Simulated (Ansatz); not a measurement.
Cell and atoms:

```
CELL_PARAMETERS angstrom
4.27657 0.00000 0.00000
0.00000 4.27657 0.00000
0.00000 0.00000 4.27657
ATOMIC_POSITIONS crystal
Al 0.00000 0.00000 0.00000
N 0.25000 0.25000 0.25000
Al 0.00000 0.50000 0.50000
N 0.25000 0.75000 0.75000
Al 0.50000 0.00000 0.50000
N 0.75000 0.25000 0.75000
Al 0.50000 0.50000 0.00000
N 0.75000 0.75000 0.25000
```

### Describe what this structure looks like.

It has the composition AlN. Space group F-43m (No. 216), lattice face-centred cubic. Among the common structure types it is zinc blende (sphalerite type). Content of the cell: 4 Al, 4 N (Z = 4). The polyhedra are AlN4 tetrahedra; they share corners. Al is linked to four N in a tetrahedral arrangement at 1.85 Å. N sits among four Al in a tetrahedral arrangement at 1.85 Å. The bonds build a three-dimensional framework.

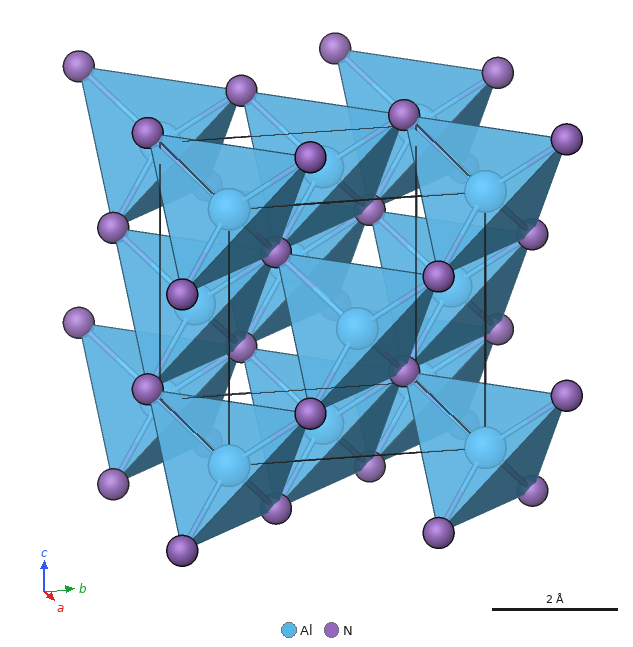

The image is a polyhedral drawing of a crystal, viewed slightly off an axis. The edges of the conventional unit cell are marked. Some neighbours outside the box are added.

It goes back to a structure listed in the Materials Project. It was relaxed with DFT PBE, scalar-relativistic, plane waves, PAW in Ansatz under a constraint or pressure on the cell, so some stress remains.

At this level of theory the cell isn't at rest (compressed, at 20 GPa), so its distances can differ from those at equilibrium, the more so the softer the solid.
